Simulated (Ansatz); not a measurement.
**Cu₁₆Cl (slab): density, localisation and related maps**

```yaml
crystal:
  lattice:
    - [5.13324, 0.00000, 0.00000]
    - [-2.56662, 4.44552, 0.00000]
    - [0.00000, 0.00000, 25.28691]
  atoms:
    - { symbol: Cu, position: [0.33333, 0.16667, 0.33614] }
    - { symbol: Cu, position: [0.33333, 0.66667, 0.33614] }
    - { symbol: Cu, position: [0.83333, 0.16667, 0.33614] }
    - { symbol: Cu, position: [0.83333, 0.66667, 0.33614] }
    - { symbol: Cu, position: [0.66667, 0.33333, 0.41902] }
    - { symbol: Cu, position: [0.66667, 0.83333, 0.41902] }
    - { symbol: Cu, position: [0.16667, 0.33333, 0.41902] }
    - { symbol: Cu, position: [0.16667, 0.83333, 0.41902] }
    - { symbol: Cu, position: [0.00166, 0.50083, 0.50125] }
    - { symbol: Cu, position: [0.00000, 0.00000, 0.50114] }
    - { symbol: Cu, position: [0.49917, 0.50083, 0.50125] }
    - { symbol: Cu, position: [0.49917, 0.99834, 0.50125] }
    - { symbol: Cu, position: [0.33333, 0.66667, 0.58457] }
    - { symbol: Cu, position: [0.33326, 0.16663, 0.58226] }
    - { symbol: Cu, position: [0.83337, 0.66674, 0.58226] }
    - { symbol: Cu, position: [0.83337, 0.16663, 0.58226] }
    - { symbol: Cl, position: [0.33333, 0.66667, 0.67035] }
```

Computed without spin polarisation.

Theory: Ansatz, DFT PBE, scalar-relativistic, plane waves, PAW.

The density is the valence pseudo-density of a PAW calculation; it isn't the true density close to the nuclei.

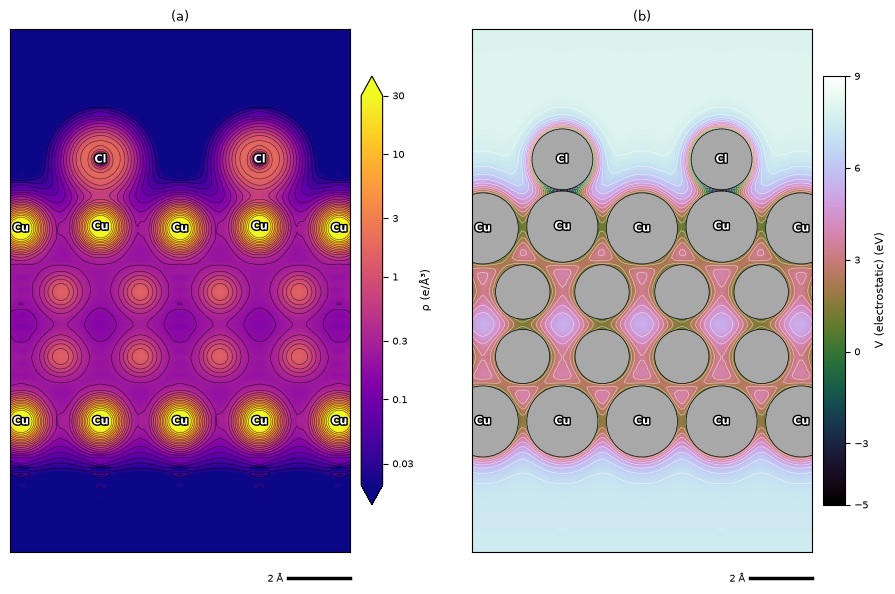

Figure 1. (a) valence pseudo-density; (b) electrostatic potential energy of an electron on the (100) plane of the calculation cell, a cut from vacuum to vacuum. Grey discs cover the atomic cores in the potential map.

What does the map show?

- The section cuts through Cu and Cl sites.
- Atoms just off the plane (Cu, 0.7 Å away) can leave unmarked features too.
- Cu–Cl (2.17 Å): ρ is about 0.64 e/Å³ halfway.
- The density dies away to nearly zero in the vacuum.
- Outside the cores the potential energy rises away from the atoms and is highest in the vacuum; its zero is arbitrary.

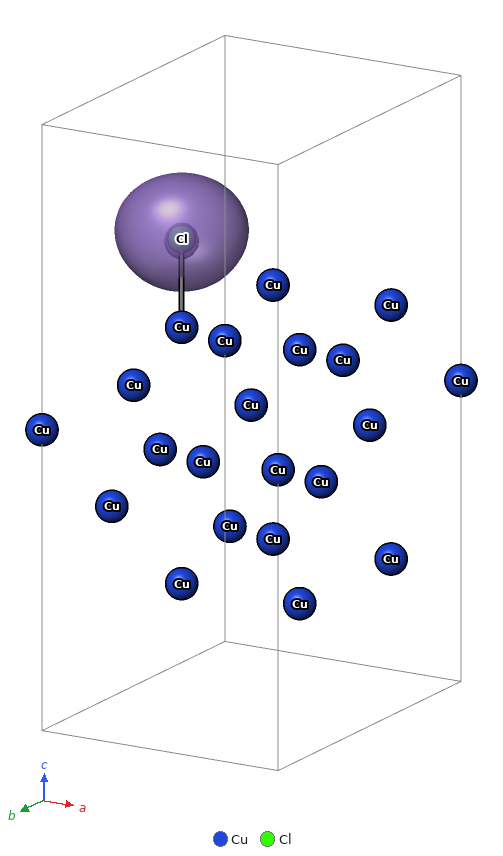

Figure 2. Isosurface of the ELF at 0.65 (purple), seen at an oblique angle. Only the valence region is drawn (cores and ρ < 0.01 e/Å³ removed). Sticks mark near contacts.

Where are the electrons localised?

The ELF exceeds this value in one region wrapped around Cl (its valence shell), counted in one cell of 17 atoms. Counts are for one cell; the picture repeats the cell along the surface. Profiles from the grid: Cu–Cl (2.17 Å): the ELF peaks at about 0.80 in the valence shell of Cl, 0.8 Å from its nucleus, and is about 0.45 at the midpoint.

Does the calculation give a band gap?

It is metallic or semimetallic at this level of theory: no gap opens.
